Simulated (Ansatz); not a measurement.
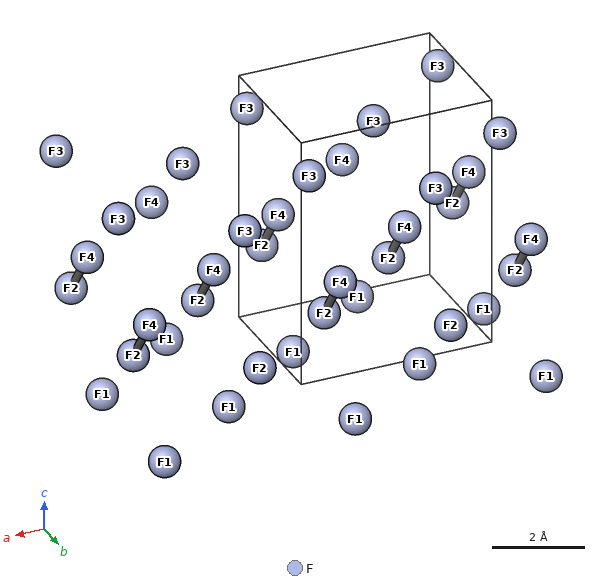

This is a symmetric starting cell of F (made from another compound by putting F in place of Cl). Style: ball-and-stick. Shown: the conventional cell (2 times the calculation's cell), repeated 2 × 2 × 1 with one cell outlined, from a free direction. Lengths and directions refer to the drawn axes.

Level of theory: DFT PBEsol, scalar-relativistic, plane waves, PAW in Ansatz 0.2.0. Set-up: plane-wave cutoff 420 eV; k-point mesh 10 × 10 × 6; occupations gaussian; smearing width 0.02 eV; no spin polarisation.

The variant: All lengths are scaled by +0.9 % (volume +2.7 %), the atoms keeping their fractional coordinates. No relaxation follows. The starting cell wasn't computed here and needn't be at equilibrium, so pressure and forces aren't due to the change alone.

Question: What does the calculation give for the changed structure?

Answer: Among the bonded contacts that change: F–F 1.486 → 1.500 Å. The space group stays Cmce (No. 64). The pressure is −5.1 GPa (not all of it need come from the change, since the unchanged cell can be under pressure at this level too). The principal stresses (compression positive) are 4.6 GPa along a, −5.6 GPa along b, −14.3 GPa along c. The largest forces, 2.3 eV/Å, act on F1, F2, F3 and F4; on F1 it points along [0 3 −2].
